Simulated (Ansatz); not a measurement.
System: AlCu3.

```cif
data_structure
_symmetry_space_group_name_H-M 'P 1'
_symmetry_Int_Tables_number 1
_cell_length_a 4.1756
_cell_length_b 5.1183
_cell_length_c 4.4727
_cell_angle_alpha 90.000
_cell_angle_beta 90.000
_cell_angle_gamma 90.000
_cell_volume 95.59
loop_
_atom_site_label
_atom_site_type_symbol
_atom_site_fract_x
_atom_site_fract_y
_atom_site_fract_z
_atom_site_occupancy
Al1 Al 0.00000 0.00000 0.66423 1
Al2 Al 0.50000 0.50000 0.33577 1
Cu1 Cu 0.00000 0.50000 0.66808 1
Cu2 Cu 0.50000 0.00000 0.33192 1
Cu3 Cu 0.00000 0.25102 0.16391 1
Cu4 Cu 0.00000 0.74898 0.16391 1
Cu5 Cu 0.50000 0.24898 0.83609 1
Cu6 Cu 0.50000 0.75102 0.83609 1
```

Space group Pmmn; a structure from a database of computed crystals, not necessarily the ambient phase; computed without spin polarisation.

All numbers below come from DFT PBEsol, scalar-relativistic, plane waves, PAW in Ansatz.

Predict the valence pseudo-density and electron localisation function between the atoms.

Answer. Al–Cu (2.56 Å): ρ at the midpoint is about 0.27 e/Å³; the ELF is about 0.40 at the midpoint.

Does the calculation give a band gap?

Answer. It is gapless in this calculation (a metal or semimetal).

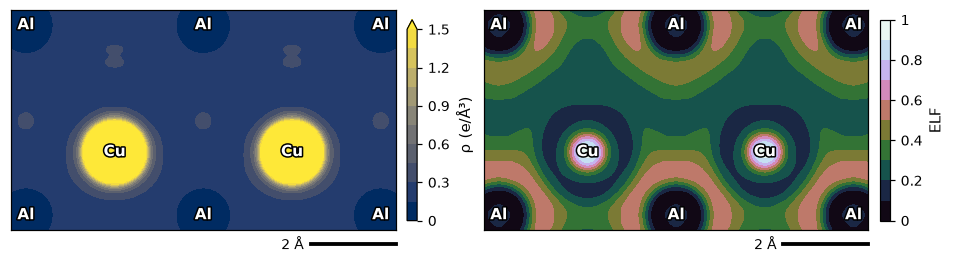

Computed valence pseudo-density and electron localisation function on the (010) plane of the conventional cell, in this order. 

The density is the valence pseudo-density of a PAW calculation; it isn't the true density close to the nuclei.
